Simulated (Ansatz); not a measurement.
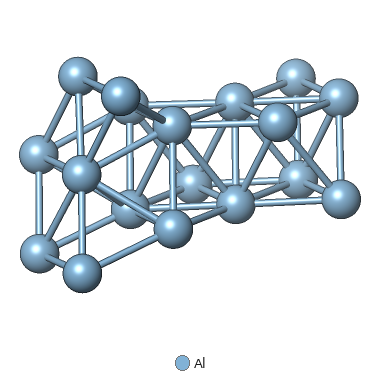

The system is H₂ on an Al(101) slab cut from the P6_3/mmc phase, its upper half relaxed before the scan (18 atoms of substrate and one adsorbate in a 2 × 1 cell); the picture shows it without the atoms that are moved over the map. 
- H2 lies flat over one site of a rigid substrate while its bond length and height are varied; it sits over a hollow site, heights counted from the top plane, its axis along the second surface vector.
- Coordinates scanned: (1) distance H19-H20; (2) height of the H2 axis above the plane of Al17.
- The grid has 8 × 9 points. At 15 points there is no value (left out: too close to the surface, or the stretched molecule far from it).
- Points are written as (first, second).
- All energies are given in eV relative to the lowest grid point.
- The calculation used DFT PBE, scalar-relativistic, plane waves, PAW in Ansatz. Settings: cutoff 420 eV, k-mesh 5×3×1, gaussian smearing 0.1 eV, no spin polarisation.

Range: distance H19-H20 from 0.650 to 2.650 Å; height of the H2 axis above the plane of Al17 from 0.45 to 3.60 Å.

Predict the map.

The lowest grid point is at (0.750 Å, 3.00 Å). The highest grid point, (2.650 Å, 1.73 Å), lies 3.62 eV above the lowest. On the interpolated surface the lowest path from the intact molecule far from the surface, about (0.76 Å, 3.11 Å), to the stretched end of the scan, about (2.54 Å, 0.45 Å), has its top at (1.495 Å, 0.45 Å), about 1.6 eV above the start and 0.22 eV above the end.

```tsv
second ↓, first →	0.650	0.750	0.919	1.181	1.495	1.849	2.235	2.650
3.60	0.22	0.00	0.35	1.48	–	–	–	–
3.00	0.22	0.00	0.35	1.47	–	–	–	–
2.60	0.23	0.00	0.35	1.45	–	–	–	–
2.05	0.26	0.04	0.36	1.43	2.63	–	–	–
1.73	0.32	0.09	0.40	1.41	2.51	3.26	3.60	3.62
1.41	0.43	0.19	0.48	1.41	2.36	2.92	3.07	2.95
1.09	0.63	0.37	0.61	1.41	2.15	2.48	2.47	2.28
0.77	0.94	0.65	0.79	1.39	1.86	1.97	1.87	1.73
0.45	1.44	1.09	1.09	1.40	1.57	1.50	1.39	1.35
```

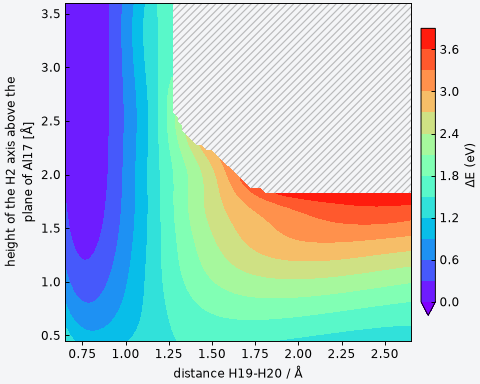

In the figure: filled contours, hatched blanks where no value was computed. Between grid points the surface is interpolated.

Each point was launched as `ansatz run input.yaml --threads 1 --pin off --max-ram 3072MiB --backend cpu --events-out ev --progress --plain --runs-dir out`. Time for the 57 points that were run: 68 min on 1 thread of Arm Neoverse V1, with other jobs on the host.

PAW datasets: the set soft_1.
